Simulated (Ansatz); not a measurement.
## Run report: InP, geometry relaxation

InP (2 atoms in the cell), computed with DFT PBE, scalar-relativistic, plane waves, PAW, no spin polarisation (Ansatz 0.2.0).

The structure derives from an entry of the Crystallography Open Database. Figures and captions count atoms from 1; the log counts them from 0 in places.

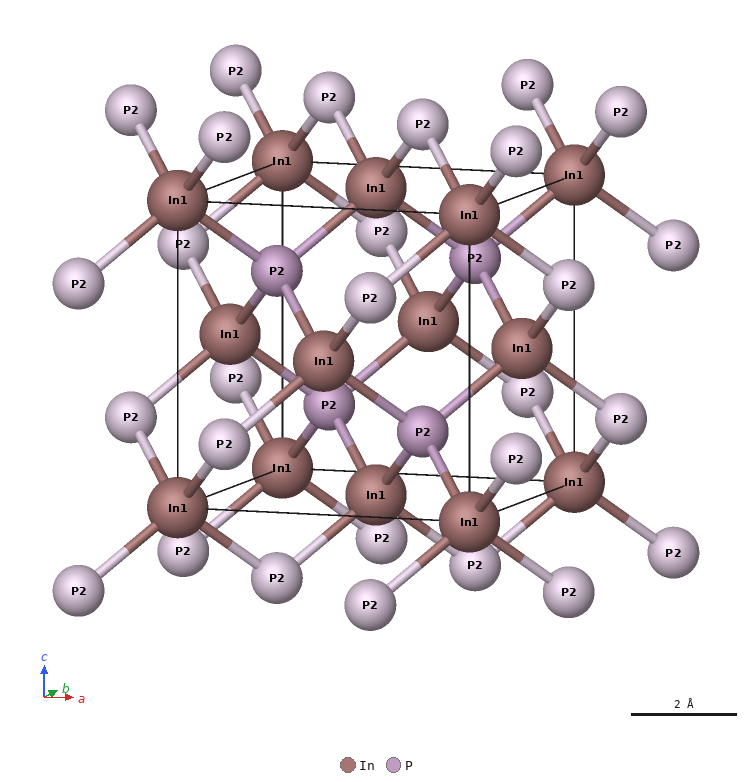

**Figure 1.** The input geometry (ball-and-stick view of the cell 4 times as large as that of the calculation, set on its symmetry axes, seen slightly off an axis; neighbours outside the cell are drawn fainter; atoms are numbered from 1 in the order of the input). Near neighbours in the crystal (not all of them lie inside the picture): In has 4 P at 2.58 Å; P has 4 In at 2.58 Å.

### Summary

- outcome: converged
- space group (tolerance 0.01 Å): F-43m (216)
- electrons treated: 18
- free energy: −6354.0083 eV
- Fermi energy: 6.379 eV
- gap on the k-point mesh: 0.44 eV
- pressure: 0.00 GPa
- final volume: 52.91 Å³
- largest force (length of the vector) at the end: under 0.001 eV/Å
- final cell: a = 4.214 Å, b = 4.214 Å, c = 4.214 Å, α = 60.00°, β = 60.00°, γ = 60.00°
- hardware: 1 thread of Intel Xeon @ 2.90GHz (Ice Lake), 192 GiB of memory available, shared host
- wall time: 14 s
- peak memory: 0.41 GiB

### Input
```yaml
crystal:
  lattice:
    - [0.0, 2.980034212, 2.980034212]
    - [2.980034212, 0.0, 2.980034212]
    - [2.980034212, 2.980034212, 0.0]
  atoms:
    - { symbol: In, position: [0.0, 0.0, 0.0] }
    - { symbol: P, position: [0.25, 0.25, 0.25] }
basis:
  ecutwfc: 420
kpoints:
  mp_grid: { grid: [10, 10, 10] }
hamiltonian:
  xc: pbe
scf:
  occupations: { method: fixed }
output:
  forces: true
  stress: true
  eigenvalues: true
relax:
  adjacent_minimum: "off"
  f_tol: 0.001
  max_steps: 60
  cell: { stress_tol: 0.01 }
```

Command:
```bash
ansatz run input.yaml --threads 1 --pin off --max-ram 2560MiB --backend cpu --events-out ev --progress --plain --runs-dir out
```

### Output
```
Engine: ansatz 0.2.0, x86_64-unknown-linux-gnu
Pseudopotentials: kind: paw
Pseudopotential: In, paw, valence charge 13, recommended cutoff 420 eV (normal), In.paw.azcp
Pseudopotential: P, paw, valence charge 5, recommended cutoff 420 eV (normal), P.paw.azcp
Functional definition: PBE
  parameter kappa = 0.804
  parameter beta = 0.06672455060314922
  exchange = pbe_x(kappa = kappa, mu = beta*pi^2/3)
  correlation = pbe_c(beta = beta)
Crystal: 2 atoms, lattice volume = 52.929 Å³
Basis set: ecut = 420 eV, 1037 PW (Γ), exchange–correlation on 60×60×60 points (8 copies of the dense FFT grid, shifted against one another)
Bands: 13, of which v1, the nominal top of the filled ones, is band 9 counted from 1 (8 counted from 0)
Symmetry: 24 space group operations
Space group: F-43m (ITA 216), of the structure as read, at distance tolerance 3.8e-5 Å
k-points: 47 of 1000 (time reversal used)
Non-local potential: In, projectors of the file, l = 0: 2, l = 1: 2, l = 2: 2, l = 3: 2
Non-local potential: P, projectors of the file, l = 0: 2, l = 1: 2, l = 2: 2
PAW form: soft (Blöchl's): semilocal exchange-correlation on the pseudo side does not see the compensation charge
PAW one-centre angular grid: In, 590 points (default); XC on 64 Gauss nodes
PAW one-centre angular grid: P, 110 points (default); XC on 64 Gauss nodes
Initial density: superposition of atomic densities (neutral atoms: chi_scale 0, normalization atom), corrected by the library's trained network
Initial wavefunctions: pseudopotential atomic-orbital guess
Functional: x = pbe(κ = 0.804, μ = 0.2195149727645171), c = pbe(β = 0.06672455060314922)
SCF iter   1: F=—  HF=-6354.010504 eV  |F-HF|=—  |Δ(HF+E_count)|=         —  Δρ=1.96e-3  dr2=4.57e-3  ethr=1.77e-3  ⟨swp⟩=5.0  Hψ=3219  notcnv=0  defer=85
preconditioner: auto → none  [insulator: Δε(μ)=0.426 eV  Ē_g=14.544 eV  n_scr=14 (ndim 8)  ℏωp=21.7 eV  f_vac=0.030  ε∞_Penn≈3.2]
SCF iter   2: F=—  HF=-6354.008459 eV  |F-HF|=—  |Δ(HF+E_count)|=   2.05e-3  Δρ=1.17e-3  dr2=7.53e-4  ethr=2.54e-5  ⟨swp⟩=3.0  Hψ=1595  notcnv=0  defer=91
SCF iter   3: F=—  HF=-6354.008279 eV  |F-HF|=—  |Δ(HF+E_count)|=   1.79e-4  Δρ=3.53e-4  dr2=7.27e-5  ethr=4.18e-6  ⟨swp⟩=2.0  Hψ=1131  notcnv=0  defer=89
SCF iter   4: F=—  HF=-6354.008337 eV  |F-HF|=—  |Δ(HF+E_count)|=   5.76e-5  Δρ=1.08e-4  dr2=5.11e-6  ethr=4.04e-7  ⟨swp⟩=2.2  Hψ=1159  notcnv=0  defer=88
SCF iter   5: F=—  HF=-6354.008342 eV  |F-HF|=—  |Δ(HF+E_count)|=   4.95e-6  Δρ=7.88e-5  dr2=2.92e-6  ethr=2.84e-8  ⟨swp⟩=2.0  Hψ=1036  notcnv=0  defer=90
SCF iter   6: F=-6354.008341 eV  HF=-6354.008341 eV  |F-HF|=1.59e-8  |Δ(HF+E_count)|=   8.77e-7  Δρ=8.27e-6  dr2=3.03e-8  ethr=5.56e-10  ⟨swp⟩=8.7  Hψ=4346  notcnv=0
SCF 1 converged in 6 iterations: F = -6354.008341 eV  dr2 = 3.03e-8
  greatest PAW one-centre occupation: 0.981 electrons in one spin orbital (limit 2), on the In atom at site 0 (counted from 0), in its partial waves of l = 2
relax step   1: F+E_penalty+E_count = -6354.00834097 eV  Δ(F+E_penalty+E_count) = +0.000e0 eV  max|allowed force component| = 2.498e-16 eV/Å  Δτ_max = 0.0000 Å  P = -0.020 GPa  Ω = 52.929 Å³  (6 SCF iters, dr2 threshold 1.00e-7 eV, accepted)
Crystal: 2 atoms, lattice volume = 52.908 Å³
Initial density: handed on by an earlier stage of this run
Initial wavefunctions: those handed on with the density
iter 1 solved again at ethr=1.03e-9 eV; its pass at ethr=3.10e-3 eV (dr2=1.86e-7 eV) is discarded
SCF iter   1: F=—  HF=-6354.008345 eV  |F-HF|=—  |Δ(HF+E_count)|=         —  Δρ=1.63e-5  dr2=2.16e-7  ethr=1.03e-9  ⟨swp⟩=2.7  Hψ=3567  notcnv=0
preconditioner: auto → none  [insulator: Δε(μ)=0.443 eV  Ē_g=14.530 eV  n_scr=14 (ndim 8)  ℏωp=21.7 eV  f_vac=0.019  ε∞_Penn≈3.2]
SCF iter   2: F=—  HF=-6354.008347 eV  |F-HF|=—  |Δ(HF+E_count)|=   1.50e-6  Δρ=6.96e-6  dr2=2.48e-8  ethr=1.03e-9  ⟨swp⟩=3.0  Hψ=1069  notcnv=0
SCF iter   3: F=—  HF=-6354.008347 eV  |F-HF|=—  |Δ(HF+E_count)|=   3.42e-9  Δρ=2.93e-6  dr2=4.11e-9  ethr=1.38e-10  ⟨swp⟩=2.9  Hψ=1020  notcnv=0
SCF iter   4: F=-6354.008347 eV  HF=-6354.008347 eV  |F-HF|=1.36e-11  |Δ(HF+E_count)|=  6.91e-11  Δρ=3.17e-7  dr2=2.64e-11  ethr=5.37e-12  ⟨swp⟩=7.2  Hψ=3577  notcnv=0
SCF 2 converged in 4 iterations: F = -6354.008347 eV  dr2 = 2.64e-11
relax step   2: F+E_penalty+E_count = -6354.00834652 eV  Δ(F+E_penalty+E_count) = -5.552e-6 eV  max|allowed force component| = 1.249e-16 eV/Å  Δτ_max = 0.0000 Å  P = +0.004 GPa  Ω = 52.908 Å³  energy of the carried Pulay correction = +4.506e-6 eV  (4 SCF iters, dr2 threshold 9.67e-10 eV, accepted)
Initial wavefunctions: pseudopotential atomic-orbital guess (no wavefunctions were taken with the density)
iter 1 solved again at ethr=1.14e-6 eV; its pass at ethr=3.10e-3 eV (dr2=2.06e-4 eV) is discarded
SCF iter   1: F=—  HF=-6354.008344 eV  |F-HF|=—  |Δ(HF+E_count)|=         —  Δρ=3.29e-6  dr2=2.83e-9  ethr=1.14e-6  ⟨swp⟩=2.8  Hψ=4809  notcnv=0  defer=92
eigensolver tolerance schedule: the retry pair's looser diagonalisation over-reported the residual by 72777.53 of it (diagonalisation noise at an unbounded share of the residual, at the tolerance the schedule requests for it); recorded, not acted on — ethr = c·dr2/N_el stays at c = 1.0e-1
SCF iter   2: F=—  HF=-6354.008347 eV  |F-HF|=—  |Δ(HF+E_count)|=   2.18e-6  Δρ=3.11e-6  dr2=3.33e-9  ethr=1.57e-11  ⟨swp⟩=3.9  Hψ=1539  notcnv=0  defer=89
SCF iter   3: F=—  HF=-6354.008347 eV  |F-HF|=—  |Δ(HF+E_count)|=   1.33e-9  Δρ=1.62e-6  dr2=7.28e-10  ethr=1.57e-11  ⟨swp⟩=2.0  Hψ=833  notcnv=0  defer=89
SCF iter   4: F=—  HF=-6354.008347 eV  |F-HF|=—  |Δ(HF+E_count)|=  2.48e-10  Δρ=1.00e-6  dr2=2.66e-10  ethr=4.04e-12  ⟨swp⟩=2.1  Hψ=894  notcnv=0  defer=89
SCF iter   5: F=—  HF=-6354.008347 eV  |F-HF|=—  |Δ(HF+E_count)|=  1.06e-10  Δρ=4.96e-7  dr2=6.21e-11  ethr=1.48e-12  ⟨swp⟩=2.8  Hψ=945  notcnv=0  defer=89
SCF iter   6: F=—  HF=-6354.008347 eV  |F-HF|=—  |Δ(HF+E_count)|=  3.00e-11  Δρ=2.11e-7  dr2=1.16e-11  ethr=3.45e-13 (applied; sched 1.00e-12)  ⟨swp⟩=2.0  Hψ=845  notcnv=0  defer=89
SCF iter   7: F=—  HF=-6354.008347 eV  |F-HF|=—  |Δ(HF+E_count)|=  1.82e-12  Δρ=1.12e-7  dr2=3.28e-12  ethr=6.42e-14 (applied; sched 1.00e-12)  ⟨swp⟩=2.3  Hψ=961  notcnv=0  defer=89
SCF iter   8: F=-6354.008347 eV  HF=-6354.008347 eV  |F-HF|=9.09e-13  |Δ(HF+E_count)|=  1.82e-12  Δρ=4.54e-8  dr2=5.40e-13  ethr=1.00e-12  ⟨swp⟩=8.7  Hψ=4039  notcnv=0
SCF 3 converged in 8 iterations: F = -6354.008347 eV  dr2 = 5.40e-13
relax step   3: F+E_penalty+E_count = -6354.00834652 eV  Δ(F+E_penalty+E_count) = -2.638e-11 eV  max|allowed force component| = 1.318e-16 eV/Å  Δτ_max = 0.0000 Å  P = +0.004 GPa  Ω = 52.908 Å³  stress off target by 3.58e-3 GPa  SCF on the basis re-selected at this cell (its energy is not comparable with the rows above)  (8 SCF iters)
```

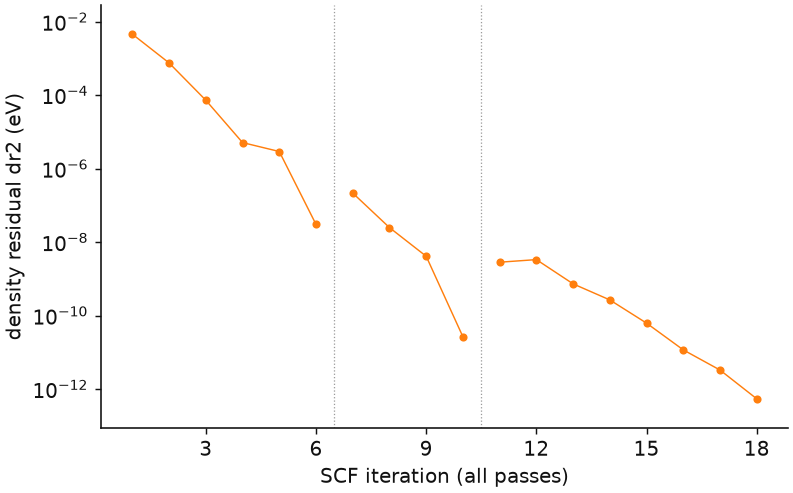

**Figure 2.** Convergence of the self-consistent field: density residual dr2 against the SCF iteration. The dotted lines part the SCF passes of the relaxation: geometry steps, rejected trials and re-solves on a re-selected basis. The passes take 6, 4 and 8 iterations.

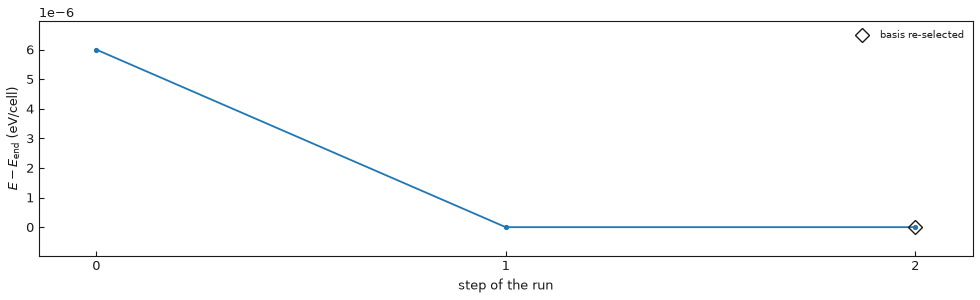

**Figure 3.** Progress of the relaxation, step by step (the first geometry is step 0 here and step 1 in the log). The atoms keep their places (all moves are under 0.005 Å). The lattice vectors keep their values. The space group stays F-43m (No. 216). The energy falls by next to nothing (0.0 meV per cell of the calculation) in 1 geometry step. All forces vanish by symmetry, so only the cell relaxes. Pressure: −0.02 GPa at the start and 0.00 GPa at the end. A last SCF at the same geometry on a re-selected plane-wave basis shifts the energy by next to nothing (0.0 meV per cell of the calculation).

```
basis re-selected at this cell: Δ(F+E_penalty+E_count) = -2.638e-11 eV, ΔP = -0.000 GPa vs the last step (what re-selecting the basis moved, of the pressure what is left beyond the Pulay correction that the steps carried, after the strain that the cell walked since its last selection, with what the two solves' SCF thresholds leave and, on support functions, any second-order correction that the steps lacked; it is no measure of the basis error at this ecutwfc). This SCF's stress stands 3.58e-3 GPa from its target on what of the cell is left free (relax.cell.stress_tol is 1.00e-2 GPa) and its largest allowed force component is 1.32e-16 eV/Å (relax.f_tol is 1.00e-3 eV/Å): within both
SCF converged after 8 iterations
Free energy (F): -6354.008347 eV
Harris-Foulkes:  -6354.008347 eV  (|F-HF|=9.09e-13)
Internal energy: -6354.008347 eV  (E = F + TS)
E sigma→0 (E₀):  -6354.008347 eV
Fermi energy:    6.378655 eV
--- Per-component energies (eV) ---
  E_band       = -61.172741
  E_kinetic    = 312.196784
  E_local      = -1428.232166  (includes V_loc(G=0)·N_el)
  E_nonlocal   = 401.289648
  E_hartree    = 562.442329
  E_xc         = -276.002142
  E_vxc        = -159.065115  (∫ρ·V_xc dr)
  E_paw        = -4725.128601  (= ΣΔE_a)
  E_vpaw       = -312.246551  (= ΣTr[D̂ρ^β])
  E_aug_tail   = 0.000028  (compensation charges beyond the density's cutoff)
  E_ewald      = -1200.574227
  E_smearing   = -0.000000  (= −TS)
  E_closure    = 0.000000  (closes the sum)
  Σ components = -6354.008347   (vs F -6354.008347, Δ=0.00e0)
--- Forces (eV/Å), atoms counted from 1 ---
  atom   1  In     0.00000000    -0.00000000    -0.00000000
  atom   2  P     -0.00000000     0.00000000     0.00000000
  max |Σ_I F_I| component: 6.48e-17 eV/Å
--- Stress (GPa, compression-positive) ---
        0.003584      -0.000000       0.000000
       -0.000000       0.003584       0.000000
        0.000000       0.000000       0.003584
  P = ⅓ Tr σ = 0.0036 GPa (0.036 kbar)
--- Band table (eV; the first three rows and the last of 47) ---
  k-point 0: bands = ["-7.7161", "-7.7161", "-7.7161", "-7.5873", "-7.5873", "-4.8082", "6.3787", "6.3787", "6.3787", "6.8217", "10.4660", "10.4660", "10.4660"]
  k-point 1: bands = ["-7.7260", "-7.7119", "-7.7119", "-7.5873", "-7.5873", "-4.7022", "5.1920", "6.2650", "6.2650", "7.6760", "10.5097", "10.6409", "10.6409"]
  k-point 2: bands = ["-7.7512", "-7.7019", "-7.7019", "-7.5863", "-7.5863", "-4.3982", "3.7346", "6.0051", "6.0051", "8.0518", "10.9962", "10.9962", "11.0589"]
  k-point 46: bands = ["-7.8460", "-7.6616", "-7.6346", "-7.6068", "-7.5721", "-2.5890", "0.9651", "3.6825", "3.7301", "10.1687", "10.2656", "12.3940", "12.9109"]
--- Relaxed structure (2 steps of the walk, 2 accepted, 1 SCFs on fresh bases) ---
  F+E_penalty+E_count = -6354.00834652 eV   max|allowed force component| = 1.318e-16 eV/Å   (the final SCF, on the basis selected at the relaxed cell)
  cell:  # Å, volume = 52.9083 Å³
    - [7.00613654523144e-35, 2.979645533237148, 2.979645533237148]
    - [2.979645533237148, 2.617747381900109e-33, 2.979645533237148]
    - [2.979645533237148, 2.979645533237148, 3.1591306603952654e-33]
  atoms:
    - { symbol: In, position: [-7.94383125013592e-34, 7.566835868773537e-34, 7.94383125013592e-34] }
    - { symbol: P, position: [0.25, 0.25, 0.25] }
```

### Trajectory as extended XYZ (Å, eV, eV/Å), 3 frames, from step=1 to step=3
```
2
Lattice="0.0000 2.9800 2.9800 2.9800 0.0000 2.9800 2.9800 2.9800 0.0000" Properties=species:S:1:pos:R:3:forces:R:3 step=1 energy=-6354.00834 pressure_GPa=-0.02
In    0.0000    0.0000    0.0000    0.0000   0.0000   0.0000
P     1.4900    1.4900    1.4900    0.0000   0.0000   0.0000
2
Lattice="0.0000 2.9796 2.9796 2.9796 0.0000 2.9796 2.9796 2.9796 0.0000" Properties=species:S:1:pos:R:3:forces:R:3 step=2 energy=-6354.00835 pressure_GPa=0.00
In    0.0000    0.0000    0.0000    0.0000   0.0000   0.0000
P     1.4898    1.4898    1.4898    0.0000   0.0000   0.0000
2
Lattice="0.0000 2.9796 2.9796 2.9796 0.0000 2.9796 2.9796 2.9796 0.0000" Properties=species:S:1:pos:R:3:forces:R:3 step=3 energy=-6354.00835 pressure_GPa=0.00
In    0.0000    0.0000    0.0000    0.0000   0.0000   0.0000
P     1.4898    1.4898    1.4898    0.0000   0.0000   0.0000
```
